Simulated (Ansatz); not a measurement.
Geometry optimisation.

Program: Ansatz.

```
crystal:
  lattice:
    - [3.4500372556, 0.0, 0.0]
    - [-1.7250186278, 2.9878199073, 0.0]
    - [0.0, 0.0, 6.5852915985]
  atoms:
    - { symbol: Ti, position: [0.0, 0.0, 0.0] }
    - { symbol: Se, position: [0.3333333333, 0.6666666667, 0.2564576228] }
    - { symbol: Se, position: [0.6666666667, 0.3333333333, 0.7435423772] }
basis:
  ecutwfc: 420
kpoints:
  mp_grid: { grid: [6, 6, 4] }
hamiltonian:
  xc: pbe
  dispersion: d3bj
scf:
  occupations: { method: gaussian, width: 0.1 }
output:
  forces: true
  stress: true
  eigenvalues: true
relax:
  adjacent_minimum: "off"
  f_tol: 0.05
  max_steps: 60
  cell: { stress_tol: 0.5 }
```

Question: How does the optimisation go?

Answer: The optimisation met its thresholds at geometry 5, counting the start as the first. The energy fell by about 67 meV/atom from the first step to the last. The largest force component goes from about 1.1 eV/Å at the start to 8 × 10⁻³ eV/Å at the end. The volume shrinks from 22.6 to 20.6 Å³ per atom (−9 %), overshooting to 20.3 at step 4, as the pressure goes from −5.3 GPa to about 0 GPa.

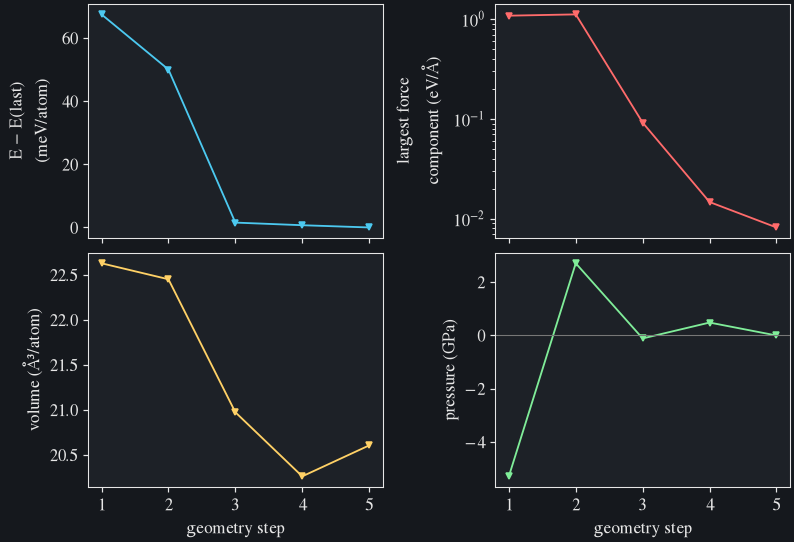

History of the run, step by step. Atoms and cell relax. A closing SCF on a freshly chosen basis isn't drawn.
